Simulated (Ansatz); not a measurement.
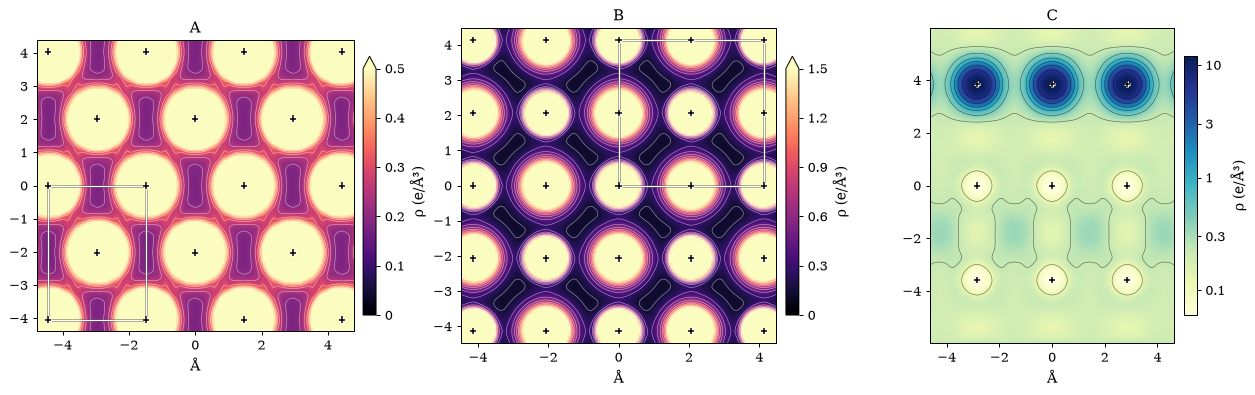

The valence charge density (pseudo) of 3 systems, each on a plane through atoms (crosses mark nuclei in the plane).

These are results of DFT PBE, scalar-relativistic, plane waves, PAW in Ansatz 0.2.0, not measurements.

System 1: MgO, the (100) plane of the conventional cell. Space group Fm-3m; a structure from a database of computed crystals, not necessarily the ambient phase; computed pressure about 15 GPa in this cell.

System 2: Cu, the (011) plane of the conventional cell. Space group I4/mmm; a structure from a database of computed crystals, not necessarily the ambient phase; computed without spin polarisation.

```cif
data_structure
_symmetry_space_group_name_H-M 'P 1'
_symmetry_Int_Tables_number 1
_cell_length_a 2.9511
_cell_length_b 2.9511
_cell_length_c 2.7591
_cell_angle_alpha 90.000
_cell_angle_beta 90.000
_cell_angle_gamma 90.000
_cell_volume 24.03
loop_
_atom_site_label
_atom_site_type_symbol
_atom_site_fract_x
_atom_site_fract_y
_atom_site_fract_z
_atom_site_occupancy
Cu1 Cu 0.00000 0.00000 0.00000 1
Cu2 Cu 0.50000 0.50000 0.50000 1
```

System 3: Al2Pt, the (010) plane of the conventional cell. Space group I4/mmm.

Which map belongs to which system?

Answer. Panel A is system 2, Cu: the plane holds Cu. Cu–Cu (2.50 Å): the density is about 0.28 e/Å³ at the midpoint. Panel B is system 1, MgO: the plane holds Mg and O. Mg–O (2.07 Å): the density is about 0.36 e/Å³ at the midpoint. Panel C is system 3, Al2Pt: the plane holds Al and Pt. Al–Al (2.85 Å): ρ is about 0.19 e/Å³ halfway.
